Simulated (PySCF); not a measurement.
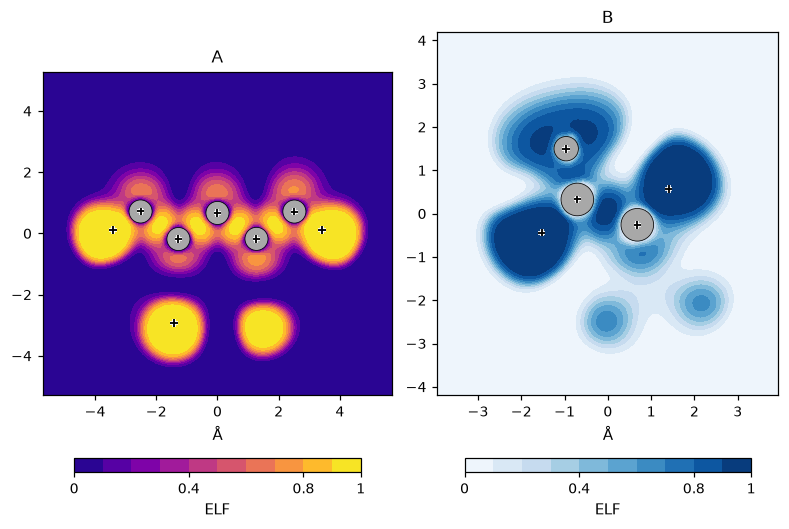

The ELF of 2 systems, each on a plane through atoms (crosses mark nuclei in the plane; grey discs cover the cores).

Computed with PBE0/pcSseg-1, SCF density, gas phase, non-relativistic (PySCF).

System 1: C₃H₆O, the plane of atoms O4, C3 and H10. Geometry: PBE0-D3(BJ)/def2-SVP.

```xyz
10

C    -1.1408   -0.1226    0.2016
C     0.1575    0.5213   -0.2678
C     1.3535   -0.3612   -0.0406
O     2.1826   -0.6310   -0.8662
H    -1.9856    0.5736    0.1002
H    -1.0819   -0.4209    1.2610
H    -1.3754   -1.0230   -0.3865
H     0.3385    1.4495    0.3058
H     0.1300    0.7930   -1.3338
H     1.4303   -0.7742    1.0039
```

System 2: C₉H₁₆, the plane of atoms C5, C6 and C7. Geometry: GFN2-xTB.

```xyz
25

C    -1.7829   -1.4120    1.4640
C    -1.6573   -0.1881    0.9882
C    -1.2259    0.1447   -0.4080
C    -2.3644    0.8633   -1.1370
C     0.0286    1.0273   -0.3859
C     1.2380    0.3170    0.2356
C     2.4242    1.2802    0.3319
C     1.6268   -0.8738   -0.5870
C     1.6818   -2.1125   -0.1365
H    -1.5642   -2.2771    0.8595
H    -2.1062   -1.6052    2.4733
H    -1.8829    0.6667    1.6139
H    -0.9929   -0.7836   -0.9398
H    -2.6125    1.7945   -0.6313
H    -2.0761    1.0934   -2.1605
H    -3.2535    0.2372   -1.1603
H    -0.1831    1.9358    0.1836
H     0.2745    1.3245   -1.4085
H     0.9691   -0.0182    1.2426
H     3.2817    0.7813    0.7778
H     2.1672    2.1412    0.9452
H     2.7080    1.6341   -0.6573
H     1.8838   -0.6552   -1.6162
H     1.9759   -2.9386   -0.7623
H     1.4313   -2.3528    0.8839
```

### Match each panel to its system.

Panel A is system 2, C₉H₁₆: the plane holds C and H. C–H (1.09 Å): the ELF climbs to about 1 towards the hydrogen, as it does in any bond to H: an ordinary covalent bond to hydrogen. Panel B is system 1, C₃H₆O: the plane holds C, O and H. C–O (1.20 Å): the ELF peaks at about 0.85 between the atoms; a multiple bond.
